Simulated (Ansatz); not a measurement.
## Gd: a changed input and its effect

System: Gd (P-3m1, 4 atoms in the cell).
Method of run A: DFT, PBE, all-electron LAPW, scalar-relativistic, spin-polarised (Ansatz 0.2.0).

The structure derives from a Materials Project entry. Text and figures count atoms from 1; the logs count them from 0 in places.

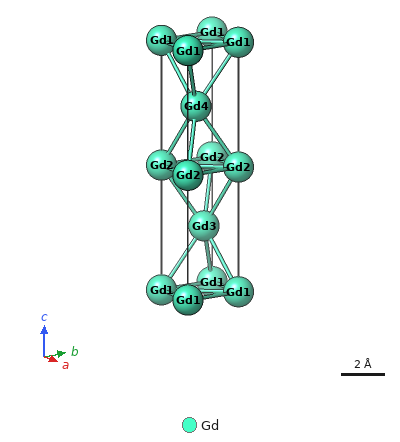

**Figure 1.** The structure (ball-and-stick view of the cell of the calculation, seen slightly off an axis; atoms are numbered from 1 in the order of the input). An atom can appear more than once, as a periodic image. Near neighbours in the periodic cell (some may lie outside the picture): Gd has 12 Gd at 3.60 to 3.66 Å.

## Input file, run A
```yaml
crystal:
  lattice:
    - [3.6555206459, 0.0, 0.0]
    - [-1.827760323, 3.1657737434, 0.0]
    - [0.0, 0.0, 11.77960696]
  atoms:
    - { symbol: Gd, position: [0.0, 0.0, 0.0], spin: 4.522 }
    - { symbol: Gd, position: [0.0, 0.0, 0.5], spin: -4.295 }
    - { symbol: Gd, position: [0.3333333333, 0.6666666667, 0.24808348], spin: 4.462 }
    - { symbol: Gd, position: [0.6666666667, 0.3333333333, 0.75191652], spin: 4.461 }
magnetization:
  spin_polarized: true
  initial_magnetization: 9.15
  spin_locking: { lock_magnetization: hard }
kpoints:
  mp_grid: { grid: [9, 9, 3] }
scf:
  occupations: { method: fermi_dirac, width: 0.05 }
hamiltonian:
  xc: pbe
  pseudopotentials: { kind: all_electron, lapw: { basis_error: 0.001 } }
output:
  forces: true
  stress: true
  eigenvalues: false
```

Command:
```bash
ansatz run input.yaml --threads 2 --pin off --max-ram 6144MiB --backend cpu --events-out ev --progress --plain --runs-dir out
```

Hardware: 2 threads of AMD EPYC (Zen 5), 16 GiB of memory available, shared host.

## Output, shortened to warnings, some set-up lines, iterations and results (run A)
```
Warning: where an SCF of this run starts from atoms to list the orders of its open shells, Gd (site 0, from 0) starts with 7.00 μB on its 4f shell, in the place of the 4.52 μB that the deck gives it: an open f shell starts with all that it can hold by Hund's first rule. To start from spheres of the given moment, type scf.initial_density.shell_occupations: []
Warning: where an SCF of this run starts from atoms to list the orders of its open shells, Gd (site 1, from 0) starts with -7.00 μB on its 4f shell, in the place of the -4.29 μB that the deck gives it: an open f shell starts with all that it can hold by Hund's first rule. To start from spheres of the given moment, type scf.initial_density.shell_occupations: []
Warning: where an SCF of this run starts from atoms to list the orders of its open shells, Gd (site 2, from 0) starts with 7.00 μB on its 4f shell, in the place of the 4.46 μB that the deck gives it: an open f shell starts with all that it can hold by Hund's first rule. To start from spheres of the given moment, type scf.initial_density.shell_occupations: []
Warning: where an SCF of this run starts from atoms to list the orders of its open shells, Gd (site 3, from 0) starts with 7.00 μB on its 4f shell, in the place of the 4.46 μB that the deck gives it: an open f shell starts with all that it can hold by Hund's first rule. To start from spheres of the given moment, type scf.initial_density.shell_occupations: []
Basis set: ecut = 152.41644577661938 eV, 599 PW (Γ), exchange–correlation at level 2
Symmetry: 6 space group operations
k-points: 31 of 243 (time reversal used)
Initial density: superposition of atomic densities (chi_scale 0.1, normalization cell)
[...]
SCF iter   1: F=—  HF=-1226770.108939 eV  |F-HF|=—  |Δ(HF+E_count)|=         —  Δρ=1.89e-2 (↑1.85e-2 ↓1.89e-2)  dr2=1.55e-1  dr2_m=4.21e-1  M=9.150 μB ∫|m|=30.357 μB  …
SCF iter   2: F=—  HF=-1226770.710685 eV  |F-HF|=—  |Δ(HF+E_count)|=   6.02e-1  Δρ=1.35e-2 (↑1.31e-2 ↓1.35e-2)  dr2=8.73e-2  dr2_m=2.09e-1  M=9.150 μB ∫|m|=30.457 μB  …
SCF iter   3: F=—  HF=-1226771.713070 eV  |F-HF|=—  |Δ(HF+E_count)|=    1.00e0  Δρ=2.89e-3 (↑2.63e-3 ↓2.89e-3)  dr2=3.23e-1  dr2_m=5.88e-3  M=9.150 μB ∫|m|=30.359 μB  …
SCF iter   4: F=—  HF=-1226771.745875 eV  |F-HF|=—  |Δ(HF+E_count)|=   3.28e-2  Δρ=1.43e-3 (↑1.14e-3 ↓1.43e-3)  dr2=2.52e-2  dr2_m=9.11e-4  M=9.150 μB ∫|m|=30.376 μB  …
SCF iter   5: F=—  HF=-1226771.854704 eV  |F-HF|=—  |Δ(HF+E_count)|=         —  Δρ=8.06e-4 (↑6.54e-4 ↓8.06e-4)  dr2=6.44e-3  dr2_m=2.05e-4  M=9.150 μB ∫|m|=30.291 μB  …
[... 11 lines ...]
SCF iter  17: F=—  HF=-1226771.938248 eV  |F-HF|=—  |Δ(HF+E_count)|=   3.07e-8  Δρ=1.30e-6 (↑9.26e-7 ↓1.30e-6)  dr2=5.62e-8  dr2_m=6.04e-10  M=9.150 μB ∫|m|=30.017 μB  …
SCF iter  18: F=—  HF=-1226771.938248 eV  |F-HF|=—  |Δ(HF+E_count)|=   9.31e-9  Δρ=1.32e-6 (↑4.77e-7 ↓1.32e-6)  dr2=1.67e-8  dr2_m=4.97e-10  M=9.150 μB ∫|m|=30.017 μB  …
SCF iter  19: F=—  HF=-1226771.938248 eV  |F-HF|=—  |Δ(HF+E_count)|=   1.40e-9  Δρ=5.53e-7 (↑3.04e-7 ↓5.53e-7)  dr2=3.66e-9  dr2_m=8.41e-11  M=9.150 μB ∫|m|=30.017 μB  …
SCF iter  20: F=-1226771.938248 eV  HF=-1226771.938248 eV  |F-HF|=2.10e-9  |Δ(HF+E_count)|=   7.68e-9  Δρ=3.21e-7 (↑1.80e-7 ↓3.21e-7)  dr2=8.31e-10  dr2_m=6.10e-11  M=9.150 …
SCF 1 converged in 20 iterations: F = -1226771.938248 eV  dr2 = 8.31e-10
SCF converged after 20 iterations
Stability checked in part: among states of this total moment the steps that led to this state did not find it unstable. No probe was made; neither looks for a lower state of another moment (fixed_total_moment; see scf.lower_state_search)
Magnetization: 9.1500 μB (60.5750 up, 51.4250 down)
Absolute magnetization: 30.0169 μB (∫|ρ↑−ρ↓|)
Spin contamination: 11.1106 ħ² per cell (⟨S²⟩ above its minimum at these occupations)
Per-site moments (μB) at R_I (Å): [(6.108207077549466, 1.802377961934617), (-8.246972182372147, 1.802377961934617), (6.213180485174991, 1.802377961934617), (6.213185428534377, 1.802377961934617)]
Free energy (F): -1226771.938248 eV
Harris-Foulkes:  -1226771.938248 eV  (|F-HF|=2.10e-9)
Internal energy: -1226771.867788 eV  (E = F + TS)
E sigma→0 (E₀):  -1226771.903018 eV
Entropy (-TS):   -0.070460 eV (-17.615 meV/atom)
Fermi energy:    13.726161 (↑ 13.303047, ↓ 14.149274) eV
--- Per-component energies (eV) ---
  E_band       = -5054.443542
  E_kinetic    = 1333490.879367
  E_xc         = -27220.430897
  E_electrostatic = -2533042.316258  (all electrons and nuclei)
  E_smearing   = -0.070460  (= −TS)
  E_closure    = 0.000000  (closes the sum)
  E_atoms      = -1226716.715253  (free atoms, spherical and without spin; not in F)
  Σ components = -1226771.938248   (vs F -1226771.938248, Δ=0.00e0)
  Basis errors (estimates in eV, not in F): energy 2.5e-4 per atom: plane waves 1.7e-4 (9.1e-5 summed), levels above the bands 6.6e-20, relativity 2.5e-7, radial functions 7.9e-5, core shells 2.6e-7; eigenvalues (radial functions only) 1.0e-6; not estimated: angular momenta, meshes, grids; target …
--- Forces (eV/Å), atoms counted from 1 ---
  atom   1  Gd     0.00000000     0.00000000     0.00000805
  atom   2  Gd     0.00000000     0.00000000    -0.00000743
  atom   3  Gd     0.00000000     0.00000000     0.01845517
  atom   4  Gd    -0.00000000    -0.00000000    -0.01845770
  max |Σ_I F_I| component: 1.92e-6 eV/Å
--- Stress (GPa, compression-positive) ---
        0.812551       0.000000       0.000000
        0.000000       0.812551       0.000000
        0.000000       0.000000       1.019106
  P = ⅓ Tr σ = 0.8814 GPa (8.814 kbar)
settings of this run that can trade accuracy for cost: output.eigenvalues: false. Do not mix this run's numbers with those of runs without the same settings; the input reference describes each key
```

For run B the input was changed thus:
```diff
-  pseudopotentials: { kind: all_electron, lapw: { basis_error: 0.001 } }
+  pseudopotentials: { kind: paw }
-  eigenvalues: false
+  eigenvalues: true
```

How does run B compare with run A?

The total moment is fixed by the input in run A and run B, so the state need not be the lowest. The total energies belong to different models, so their difference says nothing on which is more stable or more accurate. The SCF takes 14 iterations against 20. The plane waves at Γ go from 599 to 2631. On the same kind of shared host run B took about 0.24 times as long.

## Output, shortened to warnings, some set-up lines, iterations and results (run B)
```
Warning: where an SCF of this run starts from atoms to list the orders of its open shells, Gd (site 0, from 0) starts with 6.64 μB on its 4f shell, in the place of the 4.52 μB that the deck gives it: an open f shell starts with all that it can hold by Hund's first rule. To start from spheres of the given moment, type scf.initial_density.shell_occupations: []
Warning: where an SCF of this run starts from atoms to list the orders of its open shells, Gd (site 1, from 0) starts with -6.64 μB on its 4f shell, in the place of the -4.29 μB that the deck gives it: an open f shell starts with all that it can hold by Hund's first rule. To start from spheres of the given moment, type scf.initial_density.shell_occupations: []
Warning: where an SCF of this run starts from atoms to list the orders of its open shells, Gd (site 2, from 0) starts with 6.64 μB on its 4f shell, in the place of the 4.46 μB that the deck gives it: an open f shell starts with all that it can hold by Hund's first rule. To start from spheres of the given moment, type scf.initial_density.shell_occupations: []
Warning: where an SCF of this run starts from atoms to list the orders of its open shells, Gd (site 3, from 0) starts with 6.64 μB on its 4f shell, in the place of the 4.46 μB that the deck gives it: an open f shell starts with all that it can hold by Hund's first rule. To start from spheres of the given moment, type scf.initial_density.shell_occupations: []
Warning: output.stress: scf.convergence.dr2_threshold = 1e-7 eV (the SCF's general default) is looser than the 4e-10 eV advised for a printed stress (1e-10 eV for each atom of the cell: 4). What an SCF threshold leaves in a stress goes as its square root, and in the free energy as the threshold itself, and one threshold admits the most on a small cell: of the crystals measured, under no hybrid …
Basis set: ecut = 420 eV, 2631 PW (Γ), exchange–correlation on 50×50×160 points (8 copies of the dense FFT grid, shifted against one another)
Symmetry: 6 space group operations
k-points: 31 of 243 (time reversal used)
Initial density: superposition of atomic densities (chi_scale 0.1, normalization cell)
[...]
SCF iter   1: F=—  HF=-37326.110294 eV  |F-HF|=—  |Δ(HF+E_count)|=         —  Δρ=2.55e-2 (↑2.55e-2 ↓2.37e-2)  dr2=6.47e-1  dr2_m=6.35e-1  M=9.150 μB ∫|m|=29.017 μB  β_m=0.30  …
SCF iter   2: F=—  HF=-37326.745772 eV  |F-HF|=—  |Δ(HF+E_count)|=   6.35e-1  Δρ=1.99e-2 (↑1.99e-2 ↓1.94e-2)  dr2=4.90e-1  dr2_m=3.89e-1  M=9.150 μB ∫|m|=29.208 μB  β_m=0.51  …
SCF iter   3: F=—  HF=-37327.631327 eV  |F-HF|=—  |Δ(HF+E_count)|=   8.86e-1  Δρ=7.25e-3 (↑7.25e-3 ↓4.88e-3)  dr2=1.02e-1  dr2_m=3.09e-2  M=9.150 μB ∫|m|=29.796 μB  β_m=0.65  …
SCF iter   4: F=—  HF=-37327.664917 eV  |F-HF|=—  |Δ(HF+E_count)|=   3.36e-2  Δρ=2.75e-3 (↑2.33e-3 ↓2.75e-3)  dr2=3.67e-2  dr2_m=4.16e-3  M=9.150 μB ∫|m|=30.029 μB  β_m=0.64  …
SCF iter   5: F=—  HF=-37327.682606 eV  |F-HF|=—  |Δ(HF+E_count)|=   1.77e-2  Δρ=1.01e-3 (↑7.32e-4 ↓1.01e-3)  dr2=9.40e-3  dr2_m=2.42e-4  M=9.150 μB ∫|m|=30.016 μB  β_m=0.82  …
[... 5 lines ...]
SCF iter  11: F=—  HF=-37327.684939 eV  |F-HF|=—  |Δ(HF+E_count)|=   5.55e-7  Δρ=9.93e-6 (↑9.02e-6 ↓9.93e-6)  dr2=2.39e-7  dr2_m=6.18e-8  M=9.150 μB ∫|m|=30.021 μB  β_m=0.72  …
SCF iter  12: F=—  HF=-37327.684940 eV  |F-HF|=—  |Δ(HF+E_count)|=   4.36e-7  Δρ=5.03e-6 (↑5.03e-6 ↓4.08e-6)  dr2=4.26e-8  dr2_m=2.06e-8  M=9.150 μB ∫|m|=30.021 μB  β_m=0.86  …
SCF iter  13: F=—  HF=-37327.684940 eV  |F-HF|=—  |Δ(HF+E_count)|=   1.53e-7  Δρ=7.06e-6 (↑2.44e-6 ↓7.06e-6)  dr2=1.09e-7  dr2_m=1.96e-8  M=9.150 μB ∫|m|=30.021 μB  β_m=0.93  …
SCF iter  14: F=-37327.684940 eV  HF=-37327.684940 eV  |F-HF|=6.79e-9  |Δ(HF+E_count)|=   5.07e-8  Δρ=2.28e-6 (↑9.12e-7 ↓2.28e-6)  dr2=8.61e-9  dr2_m=2.37e-9  M=9.150 μB …
SCF 1 converged in 14 iterations: F = -37327.684940 eV  dr2 = 8.61e-9
SCF converged after 14 iterations
Stability checked in part: among states of this total moment the steps that led to this state did not find it unstable. No probe was made; neither looks for a lower state of another moment (fixed_total_moment; see scf.lower_state_search)
Magnetization: 9.1500 μB (40.5750 up, 31.4250 down)
Absolute magnetization: 30.0179 μB (∫|ρ↑−ρ↓|, with the PAW one-centre terms)
Spin contamination: 11.1156 ħ² per cell (⟨S²⟩ above its minimum at these occupations)
Per-site moments (μB) at R_I (Å): [(6.268111779991309, 1.486961840753527), (-8.00289587327297, 1.5021005164704135), (6.3536627733598205, 1.486961840753527), (6.353663857437822, 1.4869618407535272)]
Free energy (F): -37327.684940 eV
Harris-Foulkes:  -37327.684940 eV  (|F-HF|=6.79e-9)
Internal energy: -37327.614373 eV  (E = F + TS)
E sigma→0 (E₀):  -37327.649656 eV
Entropy (-TS):   -0.070567 eV (-17.642 meV/atom)
Fermi energy:    11.794296 (↑ 11.369543, ↓ 12.219050) eV
--- Per-component energies (eV) ---
  E_band       = -139.244112
  E_kinetic    = 1599.668072
  E_local      = -8634.129014  (includes V_loc(G=0)·N_el)
  E_nonlocal   = 1177.239186
  E_hartree    = 3574.255459
  E_xc         = -926.297272
  E_vxc        = -1003.077641  (∫ρ·V_xc dr)
  E_paw        = -25807.051564  (= ΣΔE_a)
  E_vpaw       = -427.460008  (= ΣTr[D̂ρ^β])
  E_aug_tail   = 0.000001  (compensation charges beyond the density's cutoff)
  E_ewald      = -8311.299240
  E_smearing   = -0.070567  (= −TS)
  E_closure    = 0.000000  (closes the sum)
  Σ components = -37327.684940   (vs F -37327.684940, Δ=0.00e0)
--- Forces (eV/Å), atoms counted from 1 ---
  atom   1  Gd     0.00000000    -0.00000000     0.00000111
  atom   2  Gd     0.00000000     0.00000000    -0.00000094
  atom   3  Gd     0.00000000    -0.00000000     0.01707196
  atom   4  Gd     0.00000000     0.00000000    -0.01707194
  max |Σ_I F_I| component: 1.90e-7 eV/Å
--- Stress (GPa, compression-positive) ---
        0.797981       0.000000       0.000000
        0.000000       0.797981       0.000000
        0.000000       0.000000       1.012654
  P = ⅓ Tr σ = 0.8695 GPa (8.695 kbar)
```

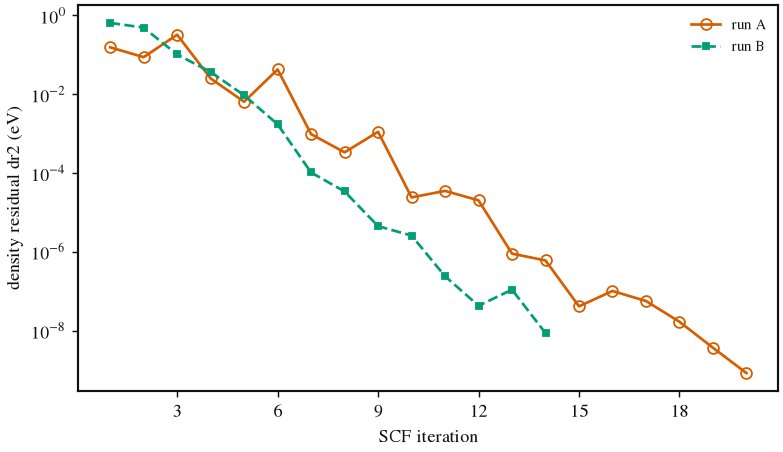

**Figure 2.** Convergence of the two runs: density residual dr2 against the SCF iteration. Run A takes 20 iterations in all, and run B takes 14.

## The two runs side by side

| quantity | run A | run B |
| --- | --- | --- |
| outcome | converged | converged |
| free energy per atom (eV) | −306692.9846 | −9331.9212 |
| energy per atom, smearing taken to zero (eV) | −306692.9758 | −9331.9124 |
| net moment of the cell (μB) | 9.15 | 9.15 |
| absolute moment of the cell (μB) | 30.02 | 30.02 |
| pressure (GPa) | 0.88 | 0.87 |
| largest force (eV/Å) | 0.018 | 0.017 |
| SCF iterations | 20 | 14 |
| irreducible k-points | 31 | 31 |
| plane waves at Γ | 599 | 2631 |
| wall time (shared host) | 56 s | 14 s |

For run B: Warnings: the SCF threshold is looser than advised for the printed stress.
